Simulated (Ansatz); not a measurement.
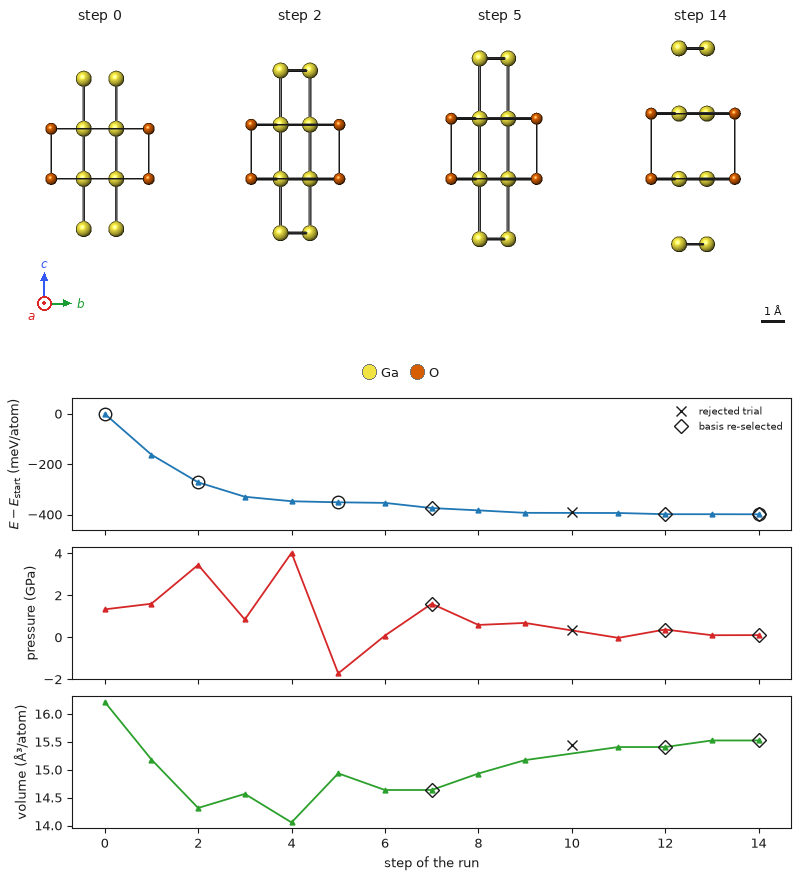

Frames of a relaxation of crystalline Ga2O (a generated structure, set up in P6/mmm) (coarse preliminary run), marked on the history of the run. A ball-and-stick model of the cell of the calculation, seen along the a axis.

Theory: Ansatz 0.2.0, DFT PBE, scalar-relativistic, plane waves, PAW.

Input file:
```yaml
crystal:
  lattice:
    - [5.01631281, 0.0, 0.0]
    - [-2.50815641, 4.34425433, 0.0]
    - [0.0, 0.0, 2.23235269]
  atoms:
    - { symbol: Ga, position: [0.33333333, 0.66666667, 0.0] }
    - { symbol: Ga, position: [0.66666667, 0.33333333, 0.0] }
    - { symbol: O, position: [0.0, 0.0, 0.0] }
basis:
  ecutwfc: 420
kpoints:
  mp_grid: { grid: [6, 6, 8] }
hamiltonian:
  xc: pbe
scf:
  occupations: { method: gaussian, width: 0.1 }
  lower_state_search: "off"
output:
  forces: true
  stress: true
  eigenvalues: true
relax:
  adjacent_minimum: "off"
  f_tol: 0.04
  max_steps: 70
  cell: { stress_tol: 0.4 }
```

Launched with:
```bash
ansatz run input.yaml --threads 1 --pin off --max-ram 2560MiB --backend cpu --events-out ev --progress --plain --runs-dir out
```

Question: Describe the path.

Answer: The energy falls by 399 meV per atom in 10 accepted moves (14 points after the start). All forces vanish by symmetry, so only the cell relaxes. Pressure: 1.34 GPa at the start and 0.11 GPa at the end. The line search rejected the trial step at point 10 of the run. The SCF was repeated 3 times at an unchanged geometry on a basis and grid sized afresh for the cell, which shifted the energy by 20.5 meV per atom at most. The atoms keep their places relative to the cell (all moves are under 0.005 Å). The volume changes by −4.3 %, with a = b 5.016 → 4.300 Å (−14.3 %), c 2.232 → 2.908 Å (+30.3 %). Among the contacts that change: Ga1–Ga1 2.232 → 2.908 Å, Ga1–O3 2.896 → 2.483 Å, Ga1–Ga2 2.896 → 2.483 Å. The space group stays P6/mmm (No. 191). From step 0 to 2: volume −11.7 %, energy −272 meV per atom. From step 2 to 5: volume +4.3 %, energy −79.4 meV per atom. From step 5 to 14: volume +3.9 %, energy −47.5 meV per atom.
